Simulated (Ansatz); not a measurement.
Single-point calculation, with input and output: Al3Ni5 (part 3 of 3)

Continued. System: Al3Ni5 (Cmmm, 8 atoms in the cell). Method: DFT r2SCAN, scalar-relativistic, plane waves, PAW, spin-polarised (Ansatz 0.2.0); cutoff 500 eV, 4×4×6 k-mesh, Gaussian smearing of 0.1 eV, collinear spins. The structure derives from a Materials Project entry.

Geometry of the input (Å; fractional positions):
```
3.2778  -3.7005  0.0000
3.2778  3.7005  0.0000
0.0000  0.0000  3.7253
Al 0.5000  0.5000  0.0000
Al 0.7787  0.2213  0.5000
Al 0.2213  0.7787  0.5000
Ni 0.0000  0.0000  0.0000
Ni 0.0000  0.5000  0.0000
Ni 0.5000  -0.0000  0.0000
Ni 0.2759  0.2759  0.5000
Ni 0.7241  0.7241  0.5000
```

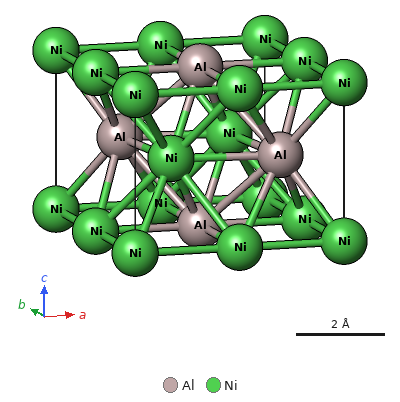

*The structure (ball-and-stick view of the cell of the calculation, seen slightly off an axis). An atom can appear more than once, as a periodic image.*

What the program printed, continued
```
iter 44 did not close the SCF: its close was put off for a magnetic moment that had not settled (scf_convergence_deferred on its scf_iter line)
SCF iter  44: F=-30852.183634 eV  HF=-30852.183634 eV  |F-HF|=7.37e-9  |Δ(HF+E_count)|=   1.44e-8  Δρ=9.08e-7 (↑5.40e-7 ↓9.08e-7)  dr2=4.09e-10  dr2_τ=2.67e-12  dr2_m=3.10e-10  M=-0.002 μB ∫|m|=0.002 μB  β_m=1.20  ethr=1.41e-12  ⟨swp⟩=2.4  Hψ=15574  notcnv=0  κ⁻¹=4.4e-4(r=8)
SCF iter  45: F=-30852.183634 eV  HF=-30852.183634 eV  |F-HF|=8.33e-10  |Δ(HF+E_count)|=   2.22e-8  Δρ=2.03e-7 (↑2.03e-7 ↓1.79e-7)  dr2=4.87e-11  dr2_τ=3.18e-13  dr2_m=1.45e-11  M=0.000 μB ∫|m|=0.000 μB  ethr=1.00e-12  ⟨swp⟩=2.4  Hψ=15860  notcnv=0
SCF 1 converged in 45 iterations: F = -30852.183634 eV  dr2 = 4.87e-11
  greatest PAW one-centre occupation: 1.001 electrons in one spin orbital (limit 2), on the Ni atom at site 5 (counted from 0), in its partial waves of l = 1
```

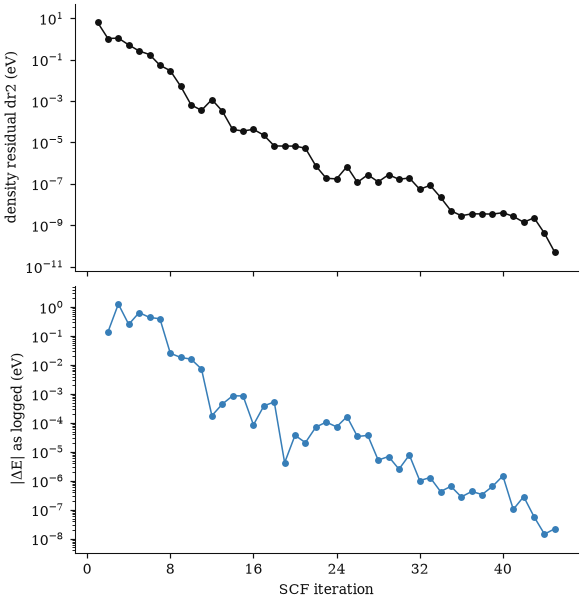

*Convergence of the self-consistent field: density residual dr2 and size of the energy change against the SCF iteration.*

The residual falls unevenly and jumps up by a factor of two or more 4 times on the way down.

```
this state was not tested for a lower state beside it, because the mixer in use, unlike msr1, does not test its closes by its own steps (another_mixer; see scf.mixing.algorithm and scf.lower_state_search)
SCF converged after 45 iterations
Magnetization: 0.0003 μB (49.5002 up, 49.4998 down)
Absolute magnetization: 0.0004 μB (∫|ρ↑−ρ↓|, with the PAW one-centre terms)
Spin contamination: 0.0000 ħ² per cell (⟨S²⟩ above its minimum at these occupations)
Per-site moments (μB) at R_I (Å): [(-6.543084103351325e-7, 0.9785833488389295), (6.967183967063306e-7, 1.006437063651899), (6.967183964887653e-7, 1.006437063651899), (0.00015842533539387515, 1.019588408844423), (6.131651418634232e-5, 1.019588408844423), (6.131651418620031e-5, 1.019588408844423), (4.677982145173191e-5, 0.9785833488389295), (4.6779821451810274e-5, 0.9785833488389295)]
Free energy (F): -30852.183634 eV
Harris-Foulkes:  -30852.183634 eV  (|F-HF|=8.33e-10)
Internal energy: -30852.160104 eV  (E = F + TS)
E sigma→0 (E₀):  -30852.171869 eV
Entropy (-TS):   -0.023530 eV (-2.941 meV/atom)
Fermi energy:    15.250256 eV
--- Per-component energies (eV) ---
  E_band       = -1709.590711
  E_kinetic    = 1502.648359
  E_local      = -21219.321975  (includes V_loc(G=0)·N_el)
  E_nonlocal   = 3236.163425
  E_hartree    = 9122.632119
  E_xc         = -511.003721
  E_vxc        = -690.339391  (∫ρ·V_xc dr)
  E_paw        = -9650.953475  (= ΣΔE_a)
  E_vpaw       = -2833.084753  (= ΣTr[D̂ρ^β])
  E_aug_tail   = 0.001173  (compensation charges beyond the density's cutoff)
  E_vtau       = 49.077910  (kinetic-family band-sum trace: ∫τ·v_τ [+ j·A + Jᵃ·Aᵃ] dr)
  E_ewald      = -13330.645342
  E_core_change = -1.680667  (= ΣΔE_core)
  E_smearing   = -0.023530  (= −TS)
  E_closure    = -0.000000  (closes the sum)
  Σ components = -30852.183634   (vs F -30852.183634, Δ=0.00e0)
--- Forces (eV/Å), atoms counted from 1 ---
  atom   1  Al    -0.00000000     0.00000000     0.00000000
  atom   2  Al    -0.00000000     0.00954206    -0.00000000
  atom   3  Al     0.00000000    -0.00954206     0.00000000
  atom   4  Ni    -0.00000000     0.00000000     0.00000000
  atom   5  Ni    -0.00000000     0.00000000     0.00000000
  atom   6  Ni     0.00000000     0.00000000     0.00000000
  atom   7  Ni    -0.02067131    -0.00000000     0.00000000
  atom   8  Ni     0.02067131     0.00000000    -0.00000000
  max |Σ_I F_I| component: 6.94e-18 eV/Å
--- Stress (GPa, compression-positive) ---
        1.204975       0.000000       0.000000
        0.000000       0.508094       0.000000
        0.000000       0.000000       0.337565
  P = ⅓ Tr σ = 0.6835 GPa (6.835 kbar)
--- Band table (eV; the first three rows and the last of 56) ---
  k-point 0 ↑: bands = ["-91.7044", "-91.7033", "-91.6381", "-91.6380", "-91.4181", "-50.6550", "-50.6511", "-50.6466", "-50.6433", "-50.6383", "-50.6068", "-50.6025", "-50.5925", "-50.5842", "-50.5751", "-50.5267", "-50.5232", "-50.3898", "-50.3523", "-50.2462", "3.8367", "8.9039", "9.0579", "9.9175", "10.6086", "10.7331", "11.3917", "11.3945", "11.6362", "11.9570", "11.9874", "12.1656", "12.2840", "12.9665", "12.9804", "13.0794", "13.1968", "13.3823", "13.5683", "13.6731", "13.8144", "13.8479", "14.0013", "14.0021", "14.0966", "14.1881", "14.3575", "14.5162", "14.5953", "14.7901", "15.4067", "15.7922", "17.4972", "19.6168", "20.3660", "21.7706", "21.8838", "22.4463", "22.6857", "22.8339", "23.7568", "24.8257", "24.8497", "25.0412", "25.6025", "25.8544"]
  k-point 1 ↑: bands = ["-91.7043", "-91.7033", "-91.6382", "-91.6380", "-91.4182", "-50.6532", "-50.6530", "-50.6522", "-50.6427", "-50.6337", "-50.6131", "-50.5960", "-50.5927", "-50.5826", "-50.5791", "-50.5284", "-50.5191", "-50.3898", "-50.3523", "-50.2461", "4.1580", "8.9995", "9.1754", "10.1727", "10.4407", "10.8837", "11.1268", "11.5128", "11.6731", "11.9469", "12.0733", "12.1859", "12.2157", "12.6795", "12.8059", "13.1011", "13.3130", "13.4600", "13.4900", "13.5701", "13.5774", "13.7385", "13.8424", "13.8765", "13.9743", "14.0306", "14.2320", "14.3617", "14.5756", "15.2381", "15.6442", "15.6727", "18.0749", "19.9497", "19.9568", "20.3868", "20.5389", "21.1803", "21.7234", "22.6925", "23.6666", "24.6439", "25.5816", "26.3987", "27.1035", "27.5325"]
  k-point 2 ↑: bands = ["-91.7040", "-91.7033", "-91.6384", "-91.6380", "-91.4182", "-50.6632", "-50.6539", "-50.6489", "-50.6415", "-50.6232", "-50.6220", "-50.5932", "-50.5903", "-50.5863", "-50.5813", "-50.5320", "-50.5119", "-50.3898", "-50.3523", "-50.2460", "5.0993", "8.4168", "9.2023", "10.0308", "10.8212", "11.1245", "11.3629", "11.7523", "11.8280", "11.9883", "12.0537", "12.2805", "12.3681", "12.5132", "12.7645", "12.9779", "13.1273", "13.1602", "13.3280", "13.4622", "13.5032", "13.5493", "13.6324", "13.7392", "13.8559", "13.8855", "14.0940", "14.3119", "14.5873", "14.7554", "15.2757", "16.9496", "18.5797", "18.7637", "18.8338", "18.9682", "19.5702", "20.3151", "21.2757", "22.1704", "23.7858", "23.8547", "25.0643", "26.8802", "29.2267", "29.7540"]
  k-point 27 ↓: bands = ["-91.7037", "-91.7032", "-91.6381", "-91.6379", "-91.4183", "-50.6682", "-50.6544", "-50.6458", "-50.6410", "-50.6251", "-50.6098", "-50.6028", "-50.5838", "-50.5826", "-50.5817", "-50.5102", "-50.5014", "-50.3899", "-50.3807", "-50.2587", "8.6385", "8.7060", "8.8153", "8.8681", "9.0456", "9.9094", "10.5657", "10.7606", "11.9328", "12.1266", "12.4153", "12.4391", "12.4590", "12.6010", "12.6483", "12.6927", "12.8199", "13.0417", "13.2757", "13.4195", "13.4353", "13.5308", "13.6209", "13.8221", "13.8525", "13.9331", "13.9928", "14.0120", "14.1820", "15.1732", "15.1735", "15.4457", "15.4791", "22.0293", "22.1475", "22.6088", "22.7236", "22.7764", "23.5180", "24.1060", "24.4463", "24.5117", "24.6767", "24.9862", "25.1288", "25.7804"]
--- Löwdin populations: 8 sites ---
  site symbol       q [e]    m [muB]
     0     Al      3.4720    -0.0000
     1     Al      3.4218     0.0000
     2     Al      3.4218     0.0000
     3     Ni     17.5685     0.0002
     4     Ni     17.5599     0.0001
     5     Ni     17.5599     0.0001
     6     Ni     17.5507     0.0000
     7     Ni     17.5507     0.0000
  spilling = 0.009036 (of n_electrons = 99.000000)
```

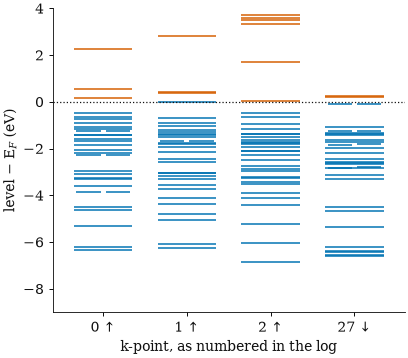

*Kohn–Sham levels near the Fermi level (dotted) at the few k-points that the log prints; levels within 0.02 eV of each other stand side by side.*

The system is metallic on the full mesh.

Results in brief

| quantity | value |
| --- | --- |
| outcome | converged |
| space group (tolerance 0.01 Å) | Cmmm (65) |
| electrons treated | 99 |
| free energy | −30852.1836 eV |
| Fermi energy | 15.250 eV |
| gap on the k-point mesh | none (metallic) |
| net moment of the cell | 0.00 μB |
| integrated absolute moment | 0.00 μB |
| pressure | 0.68 GPa |
| largest force (length of the vector) | 0.021 eV/Å |
| hardware | 2 threads of Intel Xeon @ 2.90GHz (Ice Lake), 32 GiB of memory available, shared host |
| wall time | 97 s (CPU time 3.2 min) |
| peak memory | 0.83 GiB |

The electronic state found may not be the lowest one. The program warns: the state was not tested for a lower one.
